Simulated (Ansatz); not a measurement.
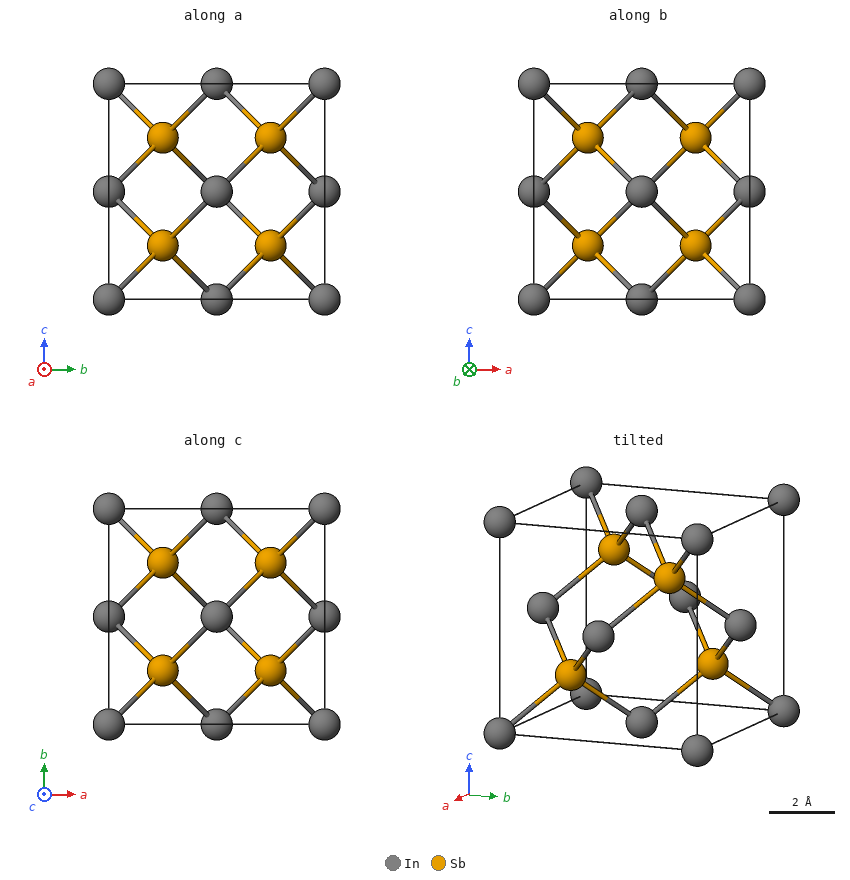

The crystal in a ball-and-stick representation, seen along the a axis, along the b axis, along the c axis and slightly off an axis. The parallelepiped is the conventional unit cell.

Lattice parameters: a = 6.6902 Å, b = 6.6902 Å, c = 6.6902 Å, α = 90.000°, β = 90.000°, γ = 90.000°.

Question: Record the structure as a CIF with its space group and independent sites.

Answer:
```cif
data_structure
_symmetry_space_group_name_H-M 'F -4 3 m'
_symmetry_Int_Tables_number 216
_cell_length_a 6.6902
_cell_length_b 6.6902
_cell_length_c 6.6902
_cell_angle_alpha 90.000
_cell_angle_beta 90.000
_cell_angle_gamma 90.000
_cell_volume 299.45
loop_
_atom_site_label
_atom_site_type_symbol
_atom_site_symmetry_multiplicity
_atom_site_Wyckoff_symbol
_atom_site_fract_x
_atom_site_fract_y
_atom_site_fract_z
_atom_site_occupancy
In1 In 4 a 0.0000 0.0000 0.0000 1
Sb1 Sb 4 d 0.2500 0.2500 0.7500 1
```

The initial geometry was a structure type filled with these elements by a generator (whether the compound takes this form wasn't checked). The cell was then strained or its atoms displaced on purpose. It was run through Ansatz as a DFT input.
